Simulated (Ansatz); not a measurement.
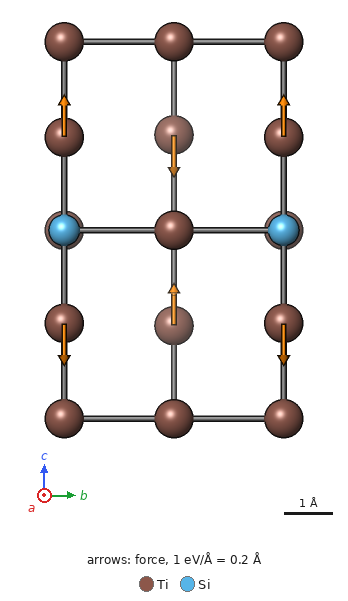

Starting geometry of crystalline Ti$_{5}$Si (a generated structure, set up in I4/mmm) (coarse preliminary run) with the computed forces as orange arrows. A ball-and-stick model of the conventional cell (2 times the calculation's cell), seen along the a axis. Lengths and directions refer to the drawn axes.

These are results of DFT PBE, scalar-relativistic, plane waves, PAW (Ansatz 0.2.0), not measurements.

Input file:
```yaml
crystal:
  lattice:
    - [-2.30776256, 2.30776256, 3.96286938]
    - [2.30776256, -2.30776256, 3.96286938]
    - [2.30776256, 2.30776256, -3.96286938]
  atoms:
    - { symbol: Ti, position: [0.0, 0.0, 0.0] }
    - { symbol: Ti, position: [0.5, 0.0, 0.5] }
    - { symbol: Ti, position: [0.0, 0.5, 0.5] }
    - { symbol: Ti, position: [0.74678761, 0.74678761, 0.0] }
    - { symbol: Ti, position: [0.25321239, 0.25321239, 0.0] }
    - { symbol: Si, position: [0.5, 0.5, 0.0] }
basis:
  ecutwfc: 420
kpoints:
  mp_grid: { grid: [6, 6, 6] }
hamiltonian:
  xc: pbe
scf:
  occupations: { method: gaussian, width: 0.1 }
  lower_state_search: "off"
output:
  forces: true
  stress: true
  eigenvalues: true
relax:
  adjacent_minimum: "off"
  f_tol: 0.04
  max_steps: 70
  cell: { stress_tol: 0.4 }
```

Launched with:
```bash
ansatz run input.yaml --threads 1 --pin off --max-ram 2560MiB --backend cpu --events-out ev --progress --plain --runs-dir out
```

Question: Is this structure relaxed? If not, where do the atoms go?

Answer: It isn't relaxed: the largest force vector, on Ti atoms, is 4.58 eV/Å. Measured relative to the changing cell, the final displacements run against the starting forces (cosine between the two patterns −1.00). After 8 accepted moves (10 points after the start) the energy has fallen by 916 meV per atom. The largest force component goes from 4.6 to 0.033 eV/Å. Pressure: 51.87 GPa at the start and −0.01 GPa at the end. At 2 points the geometry stayed and the basis and grid were re-selected for the new cell (energy shift of 29.8 meV per atom at most each time). The largest moves relative to the cell, 0.030 Å, are those of Ti4 and Ti5. Ti4 goes along −c. Si stays in place. The volume changes by +38.6 %, with a = b 4.616 → 4.876 Å (+5.6 %), c 7.926 → 9.844 Å (+24.2 %). Some distances before and after: Ti1–Ti4 2.007 → 2.523 Å, Ti2–Ti4 3.058 → 3.508 Å, Ti4–Si6 1.956 → 2.399 Å, Ti2–Ti4 (another image) 3.025 → 3.421 Å. The space group stays I4/mmm (No. 139).
